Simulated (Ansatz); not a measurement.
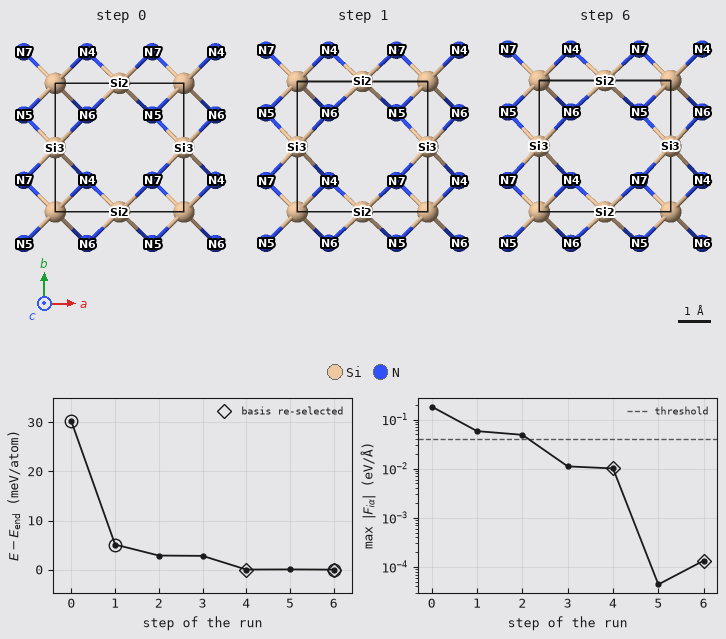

Frames of a relaxation of crystalline Si3N4 (a generated structure, set up in P-43m) (coarse preliminary run), marked on the history of the run. Style: ball-and-stick. Shown: the cell of the calculation, along the c axis.

Theory: Ansatz 0.2.0, DFT PBE, scalar-relativistic, plane waves, PAW.

The input:
```yaml
crystal:
  lattice:
    - [4.04152355, 0.0, 0.0]
    - [0.0, 4.04152355, 0.0]
    - [0.0, 0.0, 4.04152355]
  atoms:
    - { symbol: Si, position: [0.0, 0.0, 0.5] }
    - { symbol: Si, position: [0.5, 0.0, 0.0] }
    - { symbol: Si, position: [0.0, 0.5, 0.0] }
    - { symbol: "N", position: [0.245687, 0.245687, 0.754313] }
    - { symbol: "N", position: [0.754313, 0.754313, 0.754313] }
    - { symbol: "N", position: [0.245687, 0.754313, 0.245687] }
    - { symbol: "N", position: [0.754313, 0.245687, 0.245687] }
basis:
  ecutwfc: 420
kpoints:
  mp_grid: { grid: [4, 4, 4] }
hamiltonian:
  xc: pbe
scf:
  occupations: { method: gaussian, width: 0.1 }
  lower_state_search: "off"
output:
  forces: true
  stress: true
  eigenvalues: true
relax:
  adjacent_minimum: "off"
  f_tol: 0.04
  max_steps: 70
  cell: { stress_tol: 0.4 }
```

Launched with:
```bash
ansatz run input.yaml --threads 1 --pin off --max-ram 2048MiB --backend cpu --events-out ev --progress --plain --runs-dir out
```

Describe the path.

Answer. Over 4 accepted moves (6 points after the start) the energy falls by 30.2 meV per atom. The largest force component goes from 0.18 to 0.00013 eV/Å. The pressure goes from 13.77 to 0.02 GPa. The SCF was repeated twice at an unchanged geometry on a basis and grid sized afresh for the cell, which shifted the energy by 2.8 meV per atom at most. The largest moves relative to the cell, 0.044 Å, are those of N4, N5, N6 and N7. N5 goes along [1 1 1]. Si stays in place. The volume changes by +6.8 %, with a = b = c 4.042 → 4.131 Å (+2.2 %). Some distances before and after: Si1–N4 1.740 → 1.765 Å. Among the angles between lasting bonds that change: N4–Si3–N7 107.6° → 104.9°. The space group stays P-43m (No. 215). The run took 9.5 s on 1 thread of Intel(R) Xeon(R) CPU @ 2.60GHz (Ice Lake), on a shared host, peak memory 0.36 GiB. From step 0 to 1: N atoms move most (0.04 Å), volume +4.4 %, energy −25.1 meV per atom. From step 1 to 6: volume +2.2 %, energy −5.1 meV per atom.
